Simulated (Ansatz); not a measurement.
# Fe: single-point calculation (part 2 of 2)

Continued. System: Fe (slab, 6 atoms in the cell). Method: DFT PBE, scalar-relativistic, plane waves, PAW, spin-polarised (Ansatz 0.2.0); cutoff 420 eV, 15×15×1 k-mesh, Gaussian smearing of 0.1 eV, collinear spins. The structure derives from a Materials Project entry. It belongs to a series of runs on one base structure; here: (1 1 0) slab cut from the bulk.

Geometry of the input (Å; fractional positions):
```
2.4525  0.0000  0.0000
-0.8175  2.3122  0.0000
0.0000  0.0000  25.0122
Fe 0.5000  0.5000  0.2999
Fe 0.0000  0.0000  0.3799
Fe 0.5000  0.5000  0.4600
Fe 0.0000  0.0000  0.5400
Fe 0.5000  0.5000  0.6201
Fe 0.0000  0.0000  0.7001
```

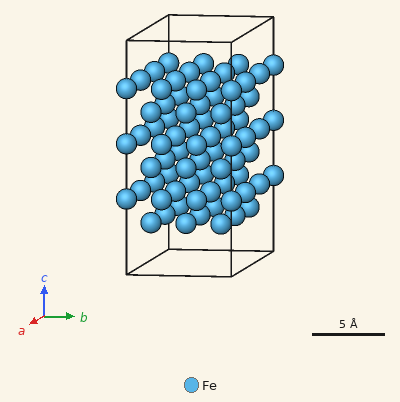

Fig. 1: The input geometry (spheres-only view of the 3 × 3 repeat of the cell, with the vacuum cut short, seen slightly off an axis).

Output, continued:
```
--- Forces (eV/Å), atoms counted from 1 ---
  atom   1  Fe     0.00000000    -0.00000000     0.04289175
  atom   2  Fe     0.00000000     0.00000000    -0.08251333
  atom   3  Fe     0.00000000     0.00000000     0.12371454
  atom   4  Fe     0.00000000     0.00000000    -0.12368403
  atom   5  Fe     0.00000000     0.00000000     0.08247113
  atom   6  Fe     0.00000000    -0.00000000    -0.04286456
  max |Σ_I F_I| component: 1.55e-5 eV/Å
--- Stress (GPa, compression-positive) ---
       -1.236149      -0.347744       0.000000
       -0.347744      -1.482041       0.000000
        0.000000       0.000000      -0.203010
  P = ⅓ Tr σ = -0.9737 GPa (-9.737 kbar)
--- Band table (eV; the first three rows and the last of 128) ---
  k-point 0 ↑: bands = ["-81.5616", "-81.5613", "-81.5166", "-81.5006", "-81.4770", "-81.4535", "-47.7915", "-47.7850", "-47.6641", "-47.5540", "-47.4538", "-47.4423", "-47.4387", "-47.4093", "-47.3807", "-47.3542", "-47.3486", "-47.3462", "-47.3462", "-47.3248", "-47.3245", "-47.3244", "-47.3239", "-47.3239", "-1.7676", "-1.1157", "-0.1078", "0.9199", "1.4766", "1.5871", "3.2016", "3.3406", "3.5696", "3.8140", "4.0069", "4.0258", "4.0711", "4.1889", "4.1989", "4.2272", "4.3557", "4.6538", "4.9114", "5.1615", "5.2902", "5.3013", "5.3766", "5.4085", "5.4623", "5.4654", "5.4763", "5.5101", "5.5290", "5.5523", "5.5970", "5.6402", "5.7591", "6.2441", "6.3425", "6.8068", "6.8762", "10.9751", "11.1866", "12.3885", "13.5401", "15.3103", "15.3150"]
  k-point 1 ↑: bands = ["-81.5595", "-81.5593", "-81.5144", "-81.4989", "-81.4757", "-81.4525", "-47.7880", "-47.7824", "-47.6626", "-47.5577", "-47.4584", "-47.4489", "-47.4453", "-47.4115", "-47.3804", "-47.3720", "-47.3537", "-47.3522", "-47.3409", "-47.3361", "-47.3313", "-47.3308", "-47.3307", "-47.3259", "-1.6304", "-0.9835", "0.0178", "1.0400", "1.5851", "1.6824", "3.2185", "3.3537", "3.5793", "3.8236", "3.9561", "4.0038", "4.0413", "4.1130", "4.1708", "4.2590", "4.3880", "4.6026", "4.8039", "5.1459", "5.2524", "5.2638", "5.3256", "5.3832", "5.4039", "5.4206", "5.4496", "5.4604", "5.5052", "5.5260", "5.5888", "5.6256", "5.9707", "5.9955", "6.4324", "6.9513", "7.6765", "11.1041", "11.3085", "12.5138", "13.6360", "15.3859", "15.4218"]
  k-point 2 ↑: bands = ["-81.5538", "-81.5536", "-81.5080", "-81.4939", "-81.4719", "-81.4498", "-47.7784", "-47.7751", "-47.6584", "-47.5698", "-47.4759", "-47.4750", "-47.4587", "-47.4249", "-47.4046", "-47.3961", "-47.3703", "-47.3653", "-47.3603", "-47.3486", "-47.3460", "-47.3440", "-47.3344", "-47.3277", "-1.2289", "-0.6008", "0.3740", "1.3732", "1.8873", "1.9504", "3.2513", "3.3697", "3.5800", "3.8203", "3.8263", "3.8458", "3.9475", "4.0754", "4.0956", "4.2258", "4.4138", "4.4538", "4.7801", "4.8772", "5.1257", "5.2104", "5.2210", "5.2679", "5.3650", "5.4133", "5.4354", "5.4501", "5.5256", "5.5409", "5.6817", "5.7012", "6.0309", "6.0441", "6.7559", "7.7524", "8.6885", "11.4919", "11.6699", "12.8897", "13.9159", "15.6287", "15.7413"]
  k-point 63 ↓: bands = ["-78.8273", "-78.7968", "-78.7142", "-78.7133", "-78.5299", "-78.5299", "-45.1941", "-45.1384", "-45.0736", "-45.0642", "-45.0593", "-45.0338", "-44.9879", "-44.9263", "-44.9247", "-44.9186", "-44.9124", "-44.8962", "-44.8157", "-44.7664", "-44.7126", "-44.7125", "-44.5930", "-44.5913", "2.9977", "3.4672", "3.6052", "3.6226", "3.8437", "3.9075", "4.0913", "4.2352", "4.4773", "5.0394", "5.1620", "5.5717", "6.0756", "6.3034", "7.1928", "7.4030", "7.5116", "7.5876", "7.8314", "7.9640", "8.0593", "8.0993", "8.2973", "8.6846", "8.6983", "8.8237", "8.9270", "9.0163", "9.0791", "9.2165", "9.2199", "9.7269", "11.1699", "12.6037", "13.9960", "15.2968", "15.5188", "15.6555", "15.8575", "16.1967", "16.3406", "16.5895", "16.7999"]
--- Löwdin populations: 6 sites ---
  site symbol       q [e]    m [muB]
     0     Fe     15.7973     2.6146
     1     Fe     15.7863     2.3189
     2     Fe     15.7784     2.2159
     3     Fe     15.7784     2.2159
     4     Fe     15.7863     2.3189
     5     Fe     15.7973     2.6146
  spilling = 0.013293 (of n_electrons = 96.000000)
```

File populations.tsv:
```
# site	symbol	l	j	q_up	q_dn
# orbitals = lowdin
# n_electrons = 96.000000
# spilling = 0.013293
0	Fe	0_3S	-	0.994560	0.994780
0	Fe	0_4S	-	0.467466	0.487634
0	Fe	1_3P	-	2.998292	2.997600
0	Fe	2_3D	-	4.745616	2.111326
1	Fe	0_3S	-	0.992781	0.993019
1	Fe	0_4S	-	0.430710	0.480486
1	Fe	1_3P	-	2.998407	2.997920
1	Fe	2_3D	-	4.630693	2.262240
2	Fe	0_3S	-	0.992658	0.992971
2	Fe	0_4S	-	0.432145	0.481827
2	Fe	1_3P	-	2.998291	2.997982
2	Fe	2_3D	-	4.574054	2.308461
3	Fe	0_3S	-	0.992658	0.992971
3	Fe	0_4S	-	0.432146	0.481827
3	Fe	1_3P	-	2.998291	2.997982
3	Fe	2_3D	-	4.574054	2.308460
4	Fe	0_3S	-	0.992781	0.993019
4	Fe	0_4S	-	0.430710	0.480486
4	Fe	1_3P	-	2.998407	2.997920
4	Fe	2_3D	-	4.630701	2.262247
5	Fe	0_3S	-	0.994560	0.994780
5	Fe	0_4S	-	0.467466	0.487634
5	Fe	1_3P	-	2.998292	2.997600
5	Fe	2_3D	-	4.745620	2.111327
```

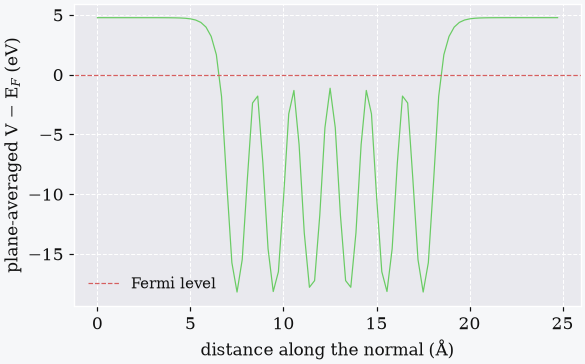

Fig. 2: Plane average of the electrostatic potential energy of an electron across the cell, from the Fermi level. The vacuum level lies 4.77 eV above the Fermi level.

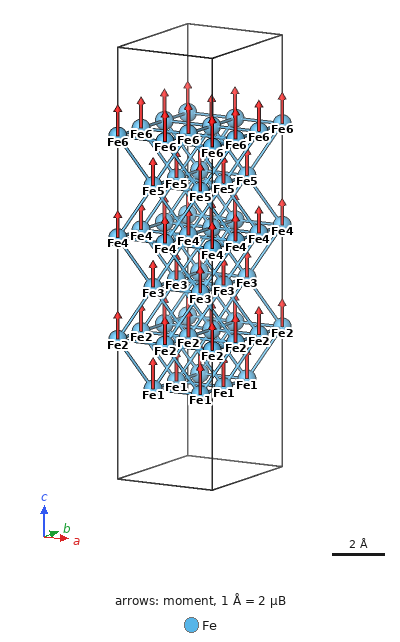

Fig. 3: Magnetic moments of the sites as red arrows (ball-and-stick view of the 2 × 3 repeat of the cell, with the vacuum cut short, seen slightly off an axis; atoms are numbered from 1 in the order of the input); small moments hardly show. The run is collinear, so the axis drawn is arbitrary. Site moments: Fe1, Fe6 (2.54 μB); Fe2, Fe5 (2.29 μB); Fe3, Fe4 (2.19 μB). They are counted near the atoms and needn't add up to the moment of the cell.

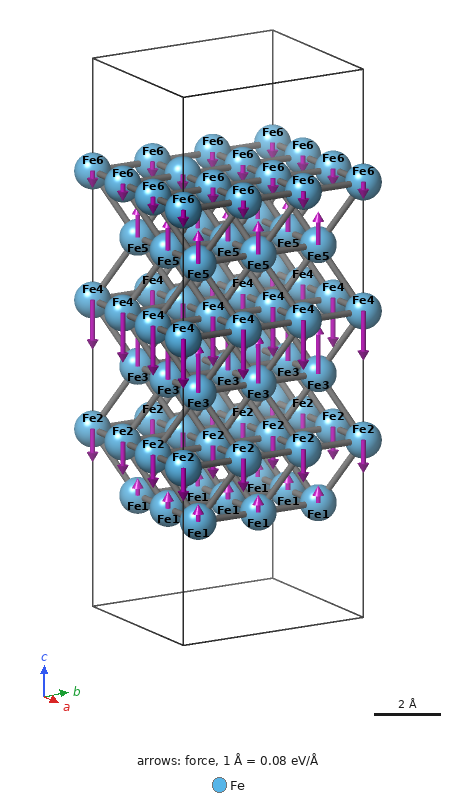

Fig. 4: Forces on the atoms as pink arrows (ball-and-stick view of the 3 × 3 repeat of the cell, with the vacuum cut short, seen slightly off an axis; atoms are numbered from 1 in the order of the input). The largest act on Fe3, Fe4 (0.12 eV/Å); Fe2, Fe5 (0.08 eV/Å); Fe1, Fe6 (0.04 eV/Å). The geometry is not a stationary point of this energy.

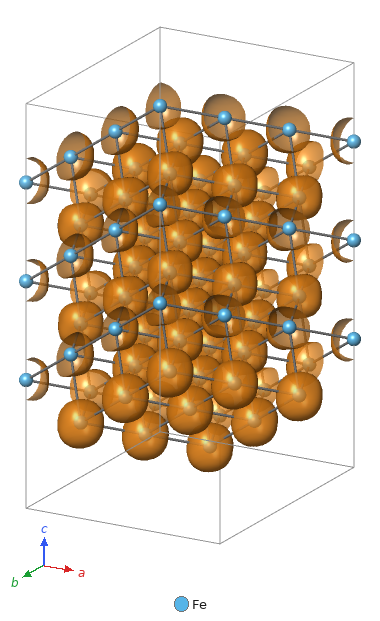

Fig. 5: Isosurface of the magnetisation density (up minus down) at +0.15 e/Å³ (orange), seen at an oblique angle. Sticks mark near contacts. The cell of the calculation (6 atoms) carries 13.9 μB net. In a PAW calculation such maps are meaningful between the atoms, not at the nuclei.

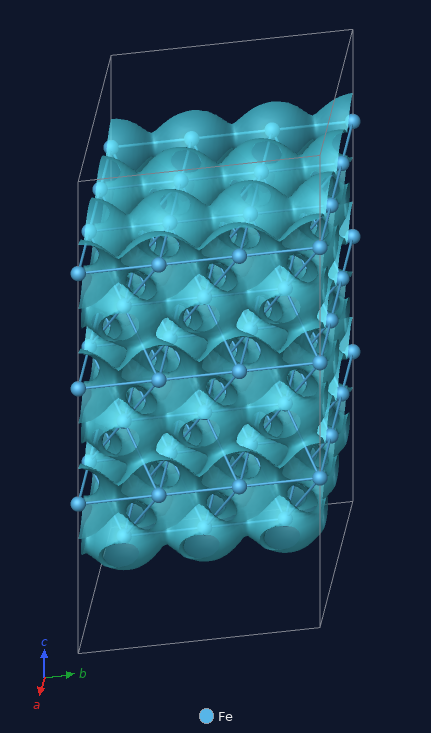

Fig. 6: Isosurface of the valence electron density at 0.3 e/Å³ (cyan), seen at an oblique angle. Sticks mark near contacts. At this value the density is joined into sheets; it holds about 95 % of the electrons treated as valence (semicore included). On the grid the lowest density along these lines, outside the cores, is 0.35 e/Å³ (Fe–Fe, 2.45 Å).

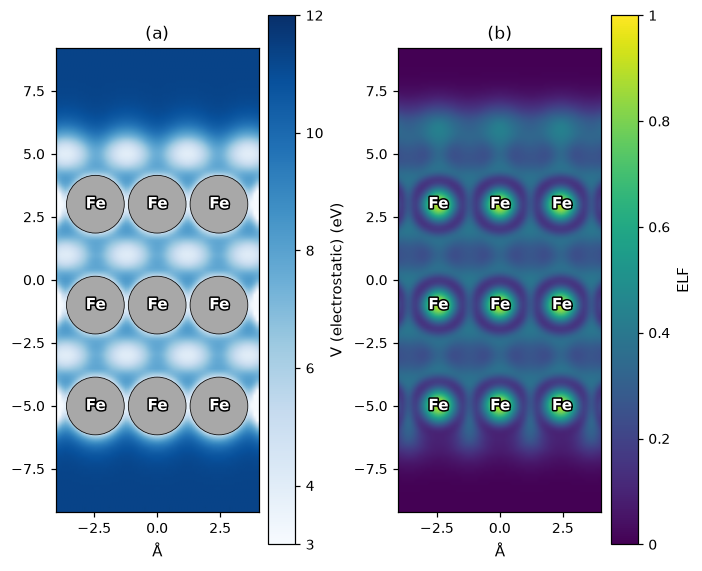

Fig. 7: (a) electrostatic potential (local pseudopotential plus Hartree) felt by an electron; (b) electron localisation function on the (100) plane of the calculation cell, a cut from vacuum to vacuum. Grey discs, where drawn, cover atomic cores. Atoms in the plane: Fe. Fe–Fe (2.45 Å): the ELF is about 0.25 at the midpoint (no shared electron pair). The strong features right at Fe lie inside the PAW spheres (semicore, d or f shells) and say nothing about bonding.

Key numbers:

```tsv
quantity	value
outcome	converged
electrons treated	96
free energy	−26881.1580 eV
work function, top face	4.77 eV
work function, bottom face	4.77 eV
Fermi energy	6.557 eV
gap on the k-point mesh	none (metallic)
net moment of the cell	13.93 μB
integrated absolute moment	14.56 μB
work function (upper face)	4.77 eV
largest force (length of the vector)	0.124 eV/Å
wall time	60 s (CPU time 3.6 min)
peak memory	1.1 GiB
```

Notes:

Warnings of the run: the exchange-correlation potential is rough where the density is thin.
